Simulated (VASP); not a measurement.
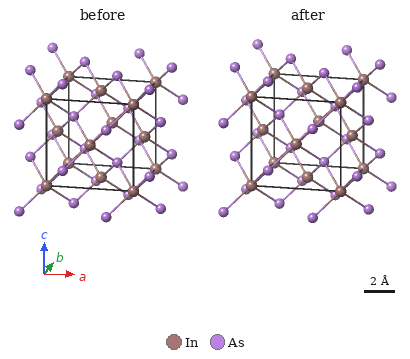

The structure of solid InAs (set up in F-43m) before (left) and after (right) a relaxation, at one scale.

The picture is a ball-and-stick view of the conventional cell (4 times the calculation's cell), seen slightly off an axis. Lengths and directions refer to the drawn axes.

The run lets cell and atoms move.

All numbers below come from VASP 6.6.1, Kohn-Sham DFT of a periodic cell, PBE, VASP PAW PBE potentials, recommended.

Input
```
PREC = Accurate ; ENCUT = 520
EDIFF = 1E-7 ; ISMEAR = 0
SIGMA = 0.02 ; LREAL = False
LASPH = True ; NELM = 4
ALGO = Normal ; ISIF = 3
LWAVE = False ; LCHARG = False
GGA = PE ; IBRION = 2
NSW = 80 ; EDIFFG = -0.002
```

Run as
```bash
cat potpaw_PBE.64/In_d/POTCAR potpaw_PBE.64/As/POTCAR > POTCAR
mpirun -np 1 vasp_std > vasp.out
```

**Summarise the run.**

The relaxation stopped without meeting its thresholds, so the last structure isn't shown to be converged. After 27 geometry steps the energy has risen by 108 meV per atom. All forces vanish by symmetry, so only the cell relaxes. The pressure goes from −5.21 to 0.00 GPa. The atoms keep their places relative to the cell (all moves are under 0.005 Å). The volume changes by +7.8 %, with a = b = c 6.036 → 6.189 Å (+2.5 %). Among the contacts that change: As–In 2.614 → 2.680 Å. The space group stays F-43m (No. 216). The run ends above its starting energy, so the optimiser went astray.
